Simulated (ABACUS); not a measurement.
## Energy of NiSi₂ along an even scaling of the cell

System: NiSi₂ (Fm-3m, 3 atoms in the cell).
Method: Kohn-Sham DFT of a periodic cell, PBE, PseudoDojo NC SR 0.4.1 PBE standard, spin-polarised (ABACUS 3.10.1).

The 7 runs differ only in the geometry, by an even scaling of the cell at fixed fractional positions. The structure derives from an entry of the Crystallography Open Database.

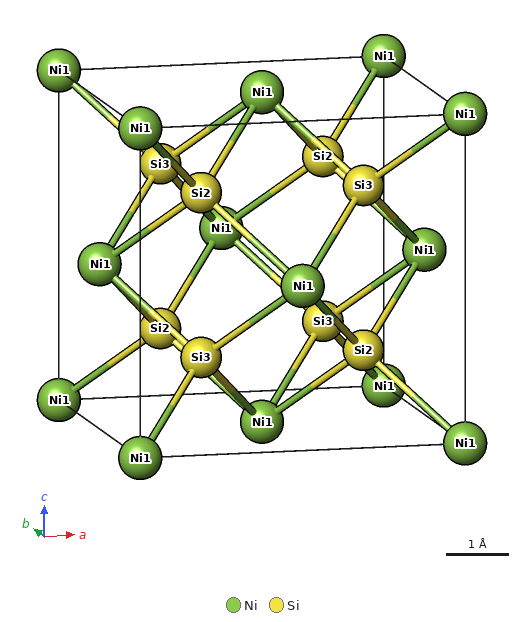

Figure 1. The structure of run 4 (ball-and-stick view of the cell 4 times as large as that of the calculation, set on its symmetry axes, seen slightly off an axis; atoms are numbered from 1 in the order of the input).

## Input file of run 4
```
INPUT_PARAMETERS
suffix              Si2Ni
calculation         scf
basis_type          lcao
pseudo_dir          ./
orbital_dir         ./
symmetry            1
dft_functional      pbe
ecutwfc             100
pseudo_rcut         10
nspin               2
nbands              18
ks_solver           genelpa
smearing_method     fd
smearing_sigma      0.00367493
scf_thr             1e-07
scf_nmax            100
mixing_type         broyden
mixing_beta         0.4
cal_force           1
cal_stress          1
out_mul             1
```

## File STRU of run 4
```
ATOMIC_SPECIES
Ni 58.6934 Ni.upf
Si 28.0850 Si.upf

NUMERICAL_ORBITAL
Ni_confined-atom_7au_4s3p3d1f.orb
Si_confined-atom_7au_3s3p2d1f.orb

LATTICE_CONSTANT
1.8897261246

LATTICE_VECTORS
0.0000000000 2.7030000000 2.7030000000
2.7030000000 0.0000000000 2.7030000000
2.7030000000 2.7030000000 0.0000000000

ATOMIC_POSITIONS
Direct

Ni
0.0
1
0.0000000000 0.0000000000 0.0000000000 1 1 1 mag 1

Si
0.0
2
0.7500000000 0.7500000000 0.7500000000 1 1 1 mag 0
0.2500000000 0.2500000000 0.2500000000 1 1 1 mag 0
```

## File KPT of run 4
```
K_POINTS
0
Gamma
9 9 9 0 0 0
```

Command:
```bash
OMP_NUM_THREADS=1 mpirun -np 4 abacus > log
```

Run 5 differs from it as follows:
```diff
-0.0000000000 2.7030000000 2.7030000000
-2.7030000000 0.0000000000 2.7030000000
-2.7030000000 2.7030000000 0.0000000000
+0.0000000000 2.7209011839 2.7209011839
+2.7209011839 0.0000000000 2.7209011839
+2.7209011839 2.7209011839 0.0000000000
```

## Results, with one run withheld

| run | volume per atom (Å³) | free energy per atom, from the lowest run given (meV) | pressure (GPa) |
| --- | --- | --- | --- |
| 1 | 12.376 | 51.62 | 15.48 |
| 2 | 12.639 | 29.40 | 11.39 |
| 3 | 12.902 | 13.97 | 7.67 |
| 4 | 13.166 | 4.04 | 4.29 |
| 5 | 13.429 | ? | ? |
| 6 | 13.692 | 0.00 | −1.59 |
| 7 | 13.956 | 4.68 | −4.14 |

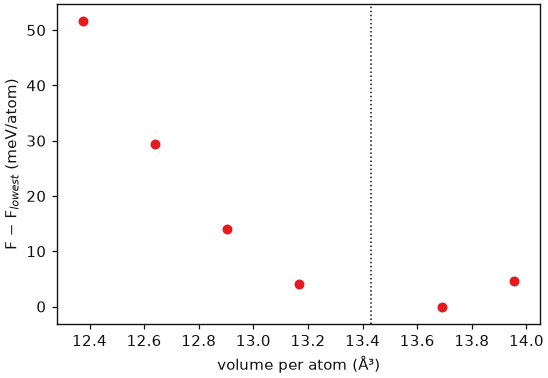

Figure 2. Free energy per atom of the runs given; the dotted line marks run 5.

Estimate the energy of run 5 from the others.

A cubic polynomial in V^(−2/3) (the Birch–Murnaghan form), fitted to the 6 runs given, misses them by at most 0.11 meV per atom. With x = V^(−2/3) − 0.17993 Å⁻², it reads F = 5.9433 + 3442.1 x + 4.4347e+05 x² + 3.0915e+05 x³ (meV per atom). At run 5 it gives −0.34 meV per atom, and the run itself gives −0.34. The slope of the fit gives a pressure −dF/dV of 1.20 GPa there, and the run prints 1.21 GPa. The fit has its minimum at 13.540 Å³ per atom, where V d²F/dV² gives 143 GPa: the bulk modulus at this level, since symmetry fixes the shape and the positions.

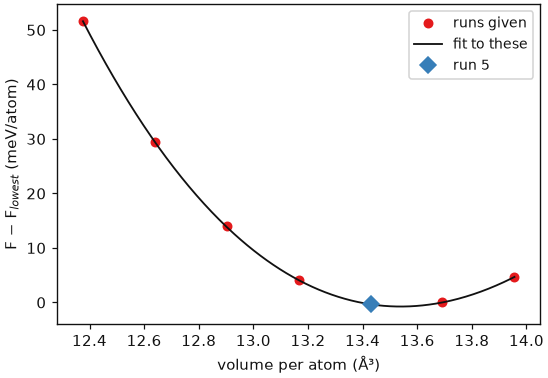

Figure 3. The fit and the withheld run.

## Some lines of the output (run 5)
```
[...]
 E_Fermi        0.9609203647         13.0739922840
 E_Fermi        0.9612171286         13.0780299639
 E_Fermi        0.9610860363         13.0762463616
 E_Fermi        0.9610979339         13.0764082365
 E_Fermi        0.9610972459         13.0763988758
 E_Fermi        0.9610968549         13.0763935571
 E_Fermi        0.9610969429         13.0763947535
 E_Fermi        0.9610970043         13.0763955893
 E_KS(sigma->0) -352.5778820423      -4797.0681845476
 E_Fermi        0.9610970345         13.0763959999
 final etot is -4797.071449 eV
 EFERMI = 13.076396 eV
 TOTAL-PRESSURE: 12.118040 KBAR
 !FINAL_ETOT_IS -4797.0714489903448339 eV
```

Notes: Points of doubt noted for this run: home made orbitals.
